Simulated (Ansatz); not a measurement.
CsI

```yaml
crystal:
  lattice:
    - [4.60964, 0.00000, 0.00000]
    - [0.00000, 4.60964, 0.00000]
    - [0.00000, 0.00000, 4.60964]
  atoms:
    - { symbol: Cs, position: [0.00000, 0.00000, 0.00000] }
    - { symbol: I, position: [0.50000, 0.50000, 0.50000] }
```

Space group Pm-3m.

Theory: DFT r2SCAN, scalar-relativistic, plane waves, PAW (Ansatz 0.2.0).

**What will maps of the valence pseudo-density and electron localisation function show?**

Cs–I (3.99 Å): ρ at the midpoint is about 0.05 e/Å³; the ELF peaks at about 0.80 in the valence shell of I, 1.3 Å from its nucleus, and drops to about 0.05 between the two atoms: a largely ionic contact.

**Does the calculation give a band gap?**

It is gapped, with a Kohn–Sham gap of 4.5 eV on the k-point mesh, an upper bound to the gap of this method.

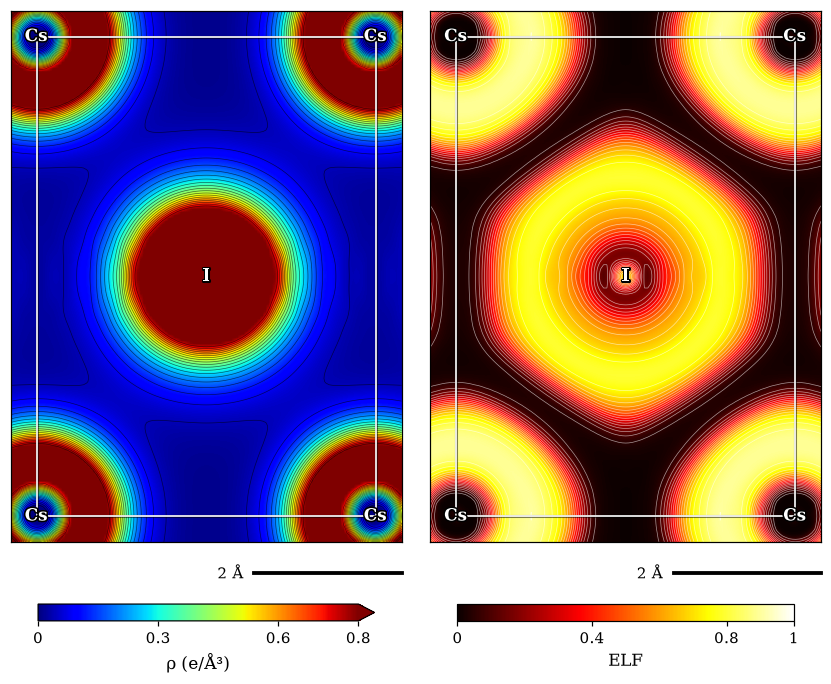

Computed valence pseudo-density and electron localisation function on the (101) plane of the conventional cell, in this order. 

In a PAW calculation such maps are meaningful between the atoms, not at the nuclei.
